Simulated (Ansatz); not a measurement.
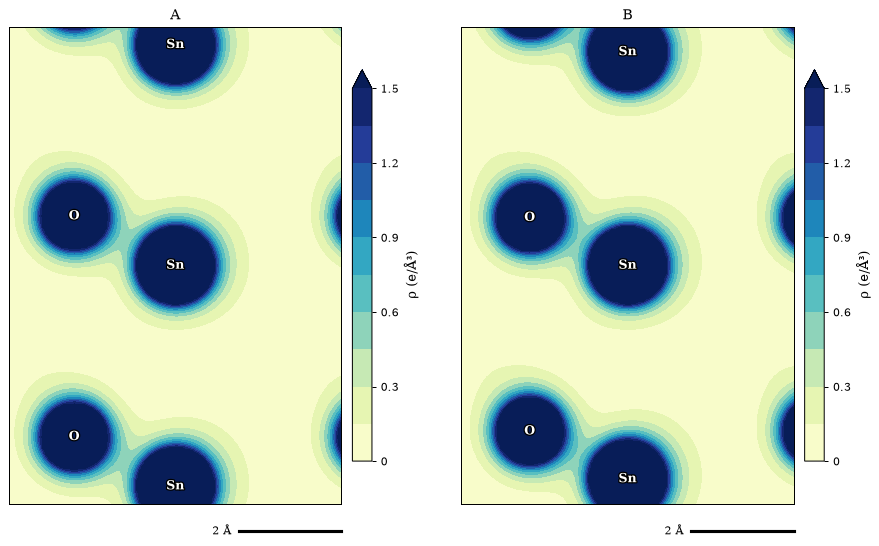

SnO. The valence electron density of two cells that differ in size, on the (100) plane of each (indices in the axes of the calculation cell), at one length scale and on one colour scale: A has 21.3 Å³ an atom and B 19.3.

Level of theory: Ansatz 0.2.0, Kohn-Sham DFT of a periodic cell, r2SCAN, Ansatz PAW.

In a PAW calculation such maps are meaningful between the atoms, not at the nuclei.

> What changes from the larger cell to the smaller?

From the larger cell to the smaller, Sn–O goes from 2.19 to 2.12 Å, and the density at its midpoint from 0.5 to 0.57 e/Å³; the pressure goes from −7 to 0.2 GPa; the Kohn–Sham gap goes from 1.9 eV to 1.7 eV.
